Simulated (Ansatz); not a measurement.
The calculation's input:

```
crystal:
  lattice:
    - [1.397149, -2.600516, 0.0]
    - [1.397149, 2.600516, 0.0]
    - [0.0, 0.0, 2.698231]
  atoms:
    - { symbol: Ge, position: [0.5, 0.5, 0.0] }
hamiltonian:
  xc: { exchange: pbe, correlation: pbe, exx: { coeff: 0.25, omega: 0.6 } }
  pseudopotentials: { kind: paw }
kpoints:
  mp_grid: { grid: [6, 6, 5] }
scf:
  occupations: { method: fermi_dirac, width: 0.05 }
output:
  forces: true
  stress: true
  eigenvalues: true
  write_density: true
  write_potential: true
  elf: true
  volumetric_format: npy
```

Launched as:

```sh
ansatz run input.yaml --threads 2 --pin off --max-ram 5632MiB --backend cpu --events-out ev --progress --plain --runs-dir out
```

Below, planes, directions and counts refer to the conventional cell (a = 2.79 Å, b = 5.20 Å, c = 2.70 Å, α = 90.00°, β = 90.00°, γ = 90.00°).

Space group Cmmm; a structure from a database of computed crystals, not necessarily the ambient phase.

These are results of Ansatz, Kohn-Sham DFT of a periodic cell, HSE06 form with a typed share of exact exchange, Ansatz PAW, not measurements.

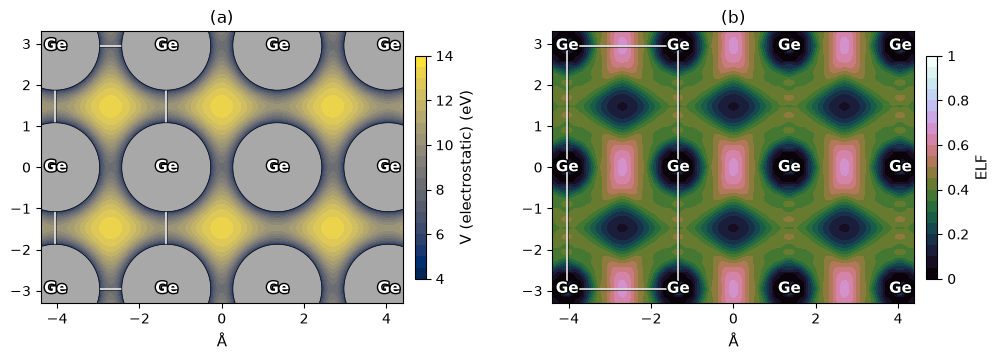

Ge. (a) electrostatic potential energy of an electron; (b) electron localisation function on the (11̄0) plane of the conventional cell. Grey discs cover the atomic cores in the potential map.

Core electrons are frozen (PAW), and the valence fields are smoothed inside the atomic spheres.

### What does the map show?

- Atoms in the plane: Ge.
- Ge–Ge (2.70 Å): the ELF peaks at about 0.65 between the atoms.
- Outside the cores the potential energy rises away from the atoms and is highest about 2.0 Å from the nearest atoms; its zero is arbitrary.

### Does the calculation make it a metal, or give it a gap?

It is gapless in this calculation (a metal or semimetal).
